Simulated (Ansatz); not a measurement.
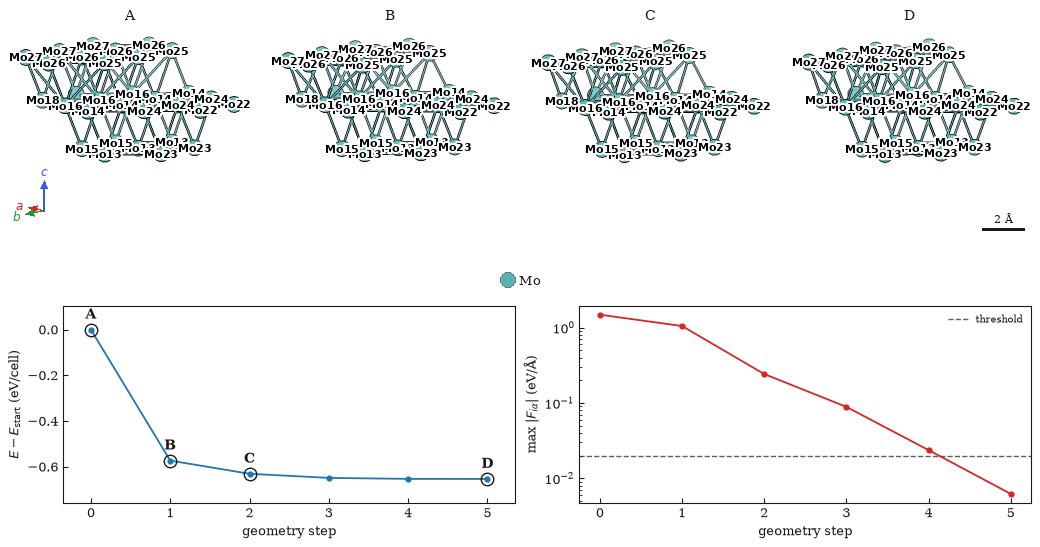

Frames of a constrained relaxation of a slab of composition Mo (cut from the Im-3m phase), marked on the history of the run. The picture is a ball-and-stick view of the atoms within 5.8 Å of the atom that moves most (axes of the 1 × 2 repeat of the cell, outlined in the plane, without the vacuum (origin shifted)), seen from a free direction.

Case: stripe over 3 of 6 cells, two steps. 12 atoms are held fixed.

The calculation used DFT PBE, scalar-relativistic, plane waves, PAW (Ansatz 0.2.0).

Input
```yaml
crystal:
  lattice:
    - [16.4221350404, 0.0, 0.0]
    - [-1.8246816712, 2.5804895664, 0.0]
    - [0.0, 0.0, 20.9390780747]
  atoms:
    - { symbol: Mo, position: [0.0, 0.0, 0.0716363918] }
    - { symbol: Mo, position: [0.0, 0.5, 0.1783636082] }
    - { symbol: Mo, position: [0.1666666667, 1.0, 0.0716363918] }
    - { symbol: Mo, position: [0.1666666667, 0.5, 0.1783636082] }
    - { symbol: Mo, position: [0.3333333333, 1.0, 0.0716363918] }
    - { symbol: Mo, position: [0.3333333333, 0.5, 0.1783636082] }
    - { symbol: Mo, position: [0.5, 0.0, 0.0716363918] }
    - { symbol: Mo, position: [0.5, 0.5, 0.1783636082] }
    - { symbol: Mo, position: [0.6666666667, 1.0, 0.0716363918] }
    - { symbol: Mo, position: [0.6666666667, 0.5, 0.1783636082] }
    - { symbol: Mo, position: [0.8333333333, 1.0, 0.0716363918] }
    - { symbol: Mo, position: [0.8333333333, 0.5, 0.1783636082] }
    - { symbol: Mo, position: [0.0, 0.0, 0.2850908247] }
    - { symbol: Mo, position: [0.0, 0.5, 0.3918180412] }
    - { symbol: Mo, position: [0.1666666667, 0.0, 0.2850908247] }
    - { symbol: Mo, position: [0.1666666667, 0.5, 0.3918180412] }
    - { symbol: Mo, position: [0.3333333333, 0.0, 0.2850908247] }
    - { symbol: Mo, position: [0.3333333333, 0.5, 0.3918180412] }
    - { symbol: Mo, position: [0.5, 0.0, 0.2850908247] }
    - { symbol: Mo, position: [0.5, 0.5, 0.3918180412] }
    - { symbol: Mo, position: [0.6666666667, 0.0, 0.2850908247] }
    - { symbol: Mo, position: [0.6666666667, 0.5, 0.3918180412] }
    - { symbol: Mo, position: [0.8333333333, 0.0, 0.2850908247] }
    - { symbol: Mo, position: [0.8333333333, 0.5, 0.3918180412] }
    - { symbol: Mo, position: [0.0, 0.0, 0.4985452577] }
    - { symbol: Mo, position: [0.1666666667, 0.0, 0.4985452577] }
    - { symbol: Mo, position: [0.3333333333, 0.0, 0.4985452577] }
basis:
  ecutwfc: 420
kpoints:
  mp_grid: { grid: [3, 16, 1] }
hamiltonian:
  xc: pbe
scf:
  occupations: { method: gaussian, width: 0.1 }
output:
  forces: true
  eigenvalues: true
  populations: true
  write_density: true
  write_potential: true
  elf: true
  volumetric_format: npy
relax:
  adjacent_minimum: "off"
  f_tol: 0.02
  max_steps: 45
  constraints: [{ sites: [0, 1, 2, 3, 4, 5, 6, 7, 8, 9, 10, 11] }]
efield:
  axis: 3
  dipole_correction: true
  ramp_width: 0.04
```

Launched with:
```bash
ansatz run input.yaml --threads 4 --pin off --max-ram 11264MiB --backend cpu --events-out ev --progress --plain --runs-dir out
```

Describe the path.

Over 5 geometry steps the energy falls by 0.653 eV per cell of the calculation. The largest force component goes from 1.5 to 0.0062 eV/Å. The largest moves, 0.27 Å, are those of Mo25 and Mo27. Mo25 goes at 39° to the normal (−c side). The lattice vectors keep their values. Near-neighbour distances that change, for instance: Mo16–Mo25 3.160 → 2.935 Å, Mo14–Mo25 2.737 → 2.574 Å, Mo25–Mo26 2.737 → 2.602 Å, Mo15–Mo16 2.737 → 2.703 Å. Bond angles that change, for instance: Mo14–Mo25–Mo26 109.5° → 118.3°, Mo25–Mo26–Mo27 180.0° → 174.0°, Mo14–Mo25–Mo14 70.5° → 75.7°. From step 0 to 1: Mo atoms move most (0.20 Å), energy −0.573 eV per cell of the calculation. From step 1 to 2: Mo16 moves most (0.14 Å), energy −57.7 meV per cell of the calculation. From step 2 to 5: Mo26 moves most (0.06 Å), energy −22.6 meV per cell of the calculation.

```tsv
step	E − E(0), meV/atom	largest force component, eV/Å
0	0.00	1.4877
1	-21.22	1.0533
2	-23.36	0.2426
3	-24.03	0.0889
4	-24.19	0.0237
5	-24.20	0.0062
```
